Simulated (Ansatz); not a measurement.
## A series of single points on GaN

System: GaN (I4mm, 2 atoms in the cell).
Method: DFT r2SCAN, scalar-relativistic, plane waves, PAW, no spin polarisation (Ansatz 0.2.0).

The 6 runs differ only in the geometry, by a shift of atoms along one path in a fixed cell. The shift s is measured from run 4: Ga1 moves along the Cartesian direction (0.00, 0.00, 1.00). The structure derives from a Materials Project entry.

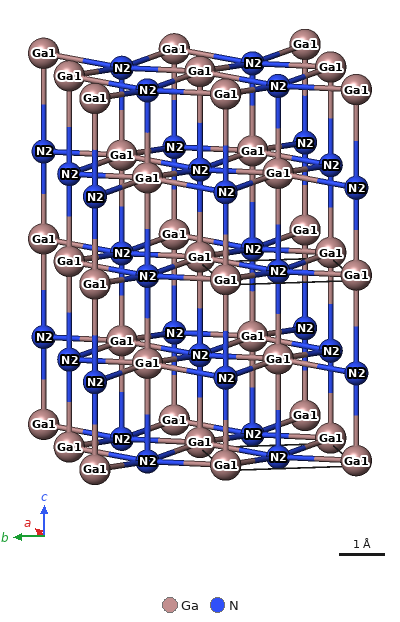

Figure 1. The structure of run 4 (ball-and-stick view of the cell 2 times as large as that of the calculation, set on its symmetry axes, repeated 2 × 2 × 2, seen at an oblique angle; atoms are numbered from 1 in the order of the input).

### Input of run 4
```yaml
crystal:
  lattice:
    - [0.0, 2.135235, 2.135235]
    - [2.135235, 0.0, 2.135235]
    - [2.135235, 2.135235, 0.0]
  atoms:
    - { symbol: Ga, position: [-0.0292707828, -0.0292707828, 0.0292707828] }
    - { symbol: "N", position: [0.5, 0.5, 0.5] }
basis:
  ecutwfc: 500
kpoints:
  mp_grid: { grid: [12, 12, 12] }
hamiltonian:
  xc: r2scan
scf:
  occupations: { method: gaussian, width: 0.05 }
output:
  forces: true
  stress: true
  eigenvalues: true
```

Command:
```bash
ansatz run input.yaml --threads 1 --pin off --max-ram 2560MiB --backend cpu --events-out ev --progress --plain --runs-dir out
```

Run 5 differs from it as follows:
```diff
-    - { symbol: Ga, position: [-0.0292707828, -0.0292707828, 0.0292707828] }
+    - { symbol: Ga, position: [-0.0146353914, -0.0146353914, 0.0146353914] }
```

### Results, with one run withheld

```csv
run,shift s of Ga1 (Å),"free energy per atom, from the lowest run given (meV)",pressure (GPa),gap on the mesh (eV),force along the path (eV/Å)
1,−0.2500,180.18,10.38,0.99,3.466
2,−0.1875,94.04,3.94,0.96,2.129
3,−0.0625,14.23,−4.35,0.92,0.643
4,0.0000,0.00,−6.68,0.91,0.300
5,0.0625,?,?,?,?
6,0.3750,42.65,−0.88,0.94,−1.223
```

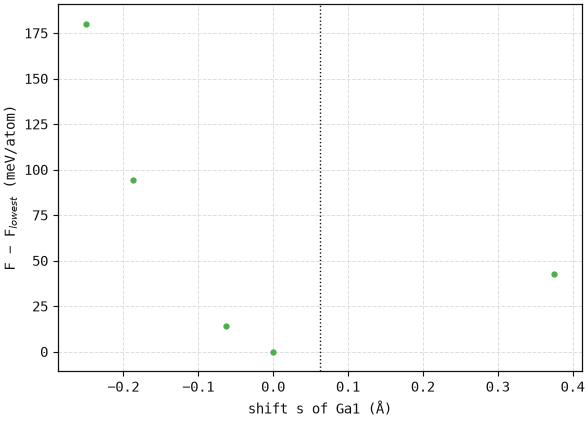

Figure 2. Free energy per atom of the runs given; the dotted line marks run 5.

Estimate the energy of run 5 from the others.

A cubic polynomial in the coordinate, fitted to the 5 runs given, misses them by at most 2.24 meV per atom. With x = s + 0.0250, it reads F = 3.6309 − 141.67 x + 2034.3 x² − 3591.1 x³ (meV per atom). At run 5 it gives 4.40 meV per atom, and the run itself gives −6.13. The slope of the fit gives a force −dF/ds of −0.264 eV/Å along the path (summed over the atoms that move), and the printed forces give 0.112 eV/Å. The fit has its minimum at s = 0.0138 Å. So low a polynomial doesn't follow these energies more closely. The gap on the mesh lies between 0.91 eV (run 5) and 0.99 eV (run 1); run 5 has 0.91 eV. These are gaps of this functional on this mesh, which can miss the band edges; they aren't the measured gap.

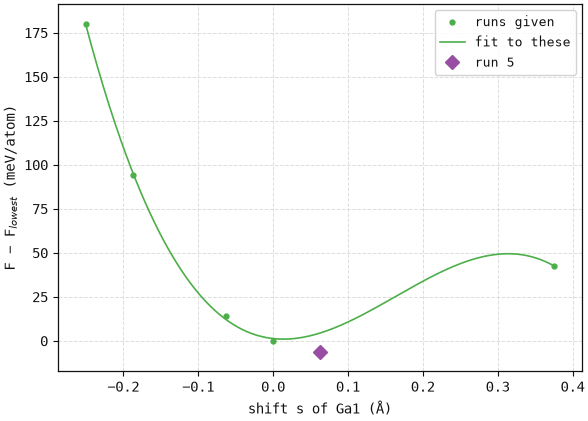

Figure 3. The fit and the withheld run.

### Output, shortened to warnings, some set-up lines, iterations and results (run 5)
```
Basis set: ecut = 500 eV, 531 PW (Γ), exchange–correlation on 96×96×96 points (64 copies of the dense FFT grid, shifted against one another)
Symmetry: 8 space group operations
k-points: 163 of 1728 (time reversal used)
Initial density: superposition of atomic densities (neutral atoms: chi_scale 0, normalization atom), corrected by the library's trained network
[...]
SCF iter   1: F=—  HF=-4175.364909 eV  |F-HF|=—  |Δ(HF+E_count)|=         —  Δρ=1.66e-2  dr2=2.01e-2  dr2_τ=8.33e-2  ethr=1.77e-3  ⟨swp⟩=4.4  Hψ=10746  notcnv=0
SCF iter   2: F=—  HF=-4175.414027 eV  |F-HF|=—  |Δ(HF+E_count)|=   4.91e-2  Δρ=6.71e-3  dr2=4.26e-3  dr2_τ=7.87e-5  ethr=1.12e-4  ⟨swp⟩=2.1  Hψ=5559  notcnv=0
SCF iter   3: F=—  HF=-4175.414609 eV  |F-HF|=—  |Δ(HF+E_count)|=   5.82e-4  Δρ=3.87e-3  dr2=1.10e-3  dr2_τ=9.90e-5  ethr=2.37e-5  ⟨swp⟩=2.0  Hψ=3891  notcnv=0
SCF iter   4: F=—  HF=-4175.414534 eV  |F-HF|=—  |Δ(HF+E_count)|=   7.43e-5  Δρ=1.03e-3  dr2=1.86e-4  dr2_τ=4.78e-5  ethr=6.12e-6  ⟨swp⟩=2.5  Hψ=3564  notcnv=0
SCF iter   5: F=—  HF=-4175.414498 eV  |F-HF|=—  |Δ(HF+E_count)|=   3.68e-5  Δρ=1.63e-4  dr2=5.10e-6  dr2_τ=3.27e-7  ethr=1.03e-6  ⟨swp⟩=2.1  Hψ=2714  notcnv=0
SCF iter   6: F=—  HF=-4175.414497 eV  |F-HF|=—  |Δ(HF+E_count)|=   9.52e-7  Δρ=1.18e-4  dr2=2.86e-6  dr2_τ=1.89e-7  ethr=2.83e-8  ⟨swp⟩=2.0  Hψ=3347  notcnv=0
SCF iter   7: F=—  HF=-4175.414496 eV  |F-HF|=—  |Δ(HF+E_count)|=   5.09e-7  Δρ=6.01e-5  dr2=7.45e-7  dr2_τ=8.03e-9  ethr=1.59e-8  ⟨swp⟩=1.0  Hψ=2119  notcnv=0
SCF iter   8: F=-4175.414496 eV  HF=-4175.414496 eV  |F-HF|=2.81e-8  |Δ(HF+E_count)|=   1.59e-7  Δρ=1.40e-5  dr2=4.19e-8  dr2_τ=3.62e-10  ethr=5.56e-10  ⟨swp⟩=3.0  Hψ=7706  …
SCF 1 converged in 8 iterations: F = -4175.414496 eV  dr2 = 4.19e-8
SCF converged after 8 iterations
Free energy (F): -4175.414496 eV
Harris-Foulkes:  -4175.414496 eV  (|F-HF|=2.81e-8)
Internal energy: -4175.414496 eV  (E = F + TS)
E sigma→0 (E₀):  -4175.414496 eV
Fermi energy:    12.865628 eV
--- Per-component energies (eV) ---
  E_band       = 27.681567
  E_kinetic    = 246.785687
  E_local      = -1696.931119  (includes V_loc(G=0)·N_el)
  E_nonlocal   = 479.320315
  E_hartree    = 796.366004
  E_xc         = -120.990394
  E_vxc        = -142.290240  (∫ρ·V_xc dr)
  E_paw        = -2141.239816  (= ΣΔE_a)
  E_vpaw       = -459.470206  (= ΣTr[D̂ρ^β])
  E_aug_tail   = -0.000028  (compensation charges beyond the density's cutoff)
  E_vtau       = 7.536548  (kinetic-family band-sum trace: ∫τ·v_τ [+ j·A + Jᵃ·Aᵃ] dr)
  E_ewald      = -1738.042511
  E_core_change = -0.682634  (= ΣΔE_core)
  E_smearing   = -0.000000  (= −TS)
  E_closure    = -0.000000  (closes the sum)
  Σ components = -4175.414496   (vs F -4175.414496, Δ=0.00e0)
--- Forces (eV/Å), atoms counted from 1 ---
  atom   1  Ga     0.00000000     0.00000000     0.11150870
  atom   2  N      0.00000000     0.00000000    -0.11150797
  max |Σ_I F_I| component: 7.31e-7 eV/Å
--- Stress (GPa, compression-positive) ---
       -8.586521       0.000000       0.000000
        0.000000      -8.586521       0.000000
        0.000000       0.000000      -6.896354
  P = ⅓ Tr σ = -8.0231 GPa (-80.231 kbar)
```
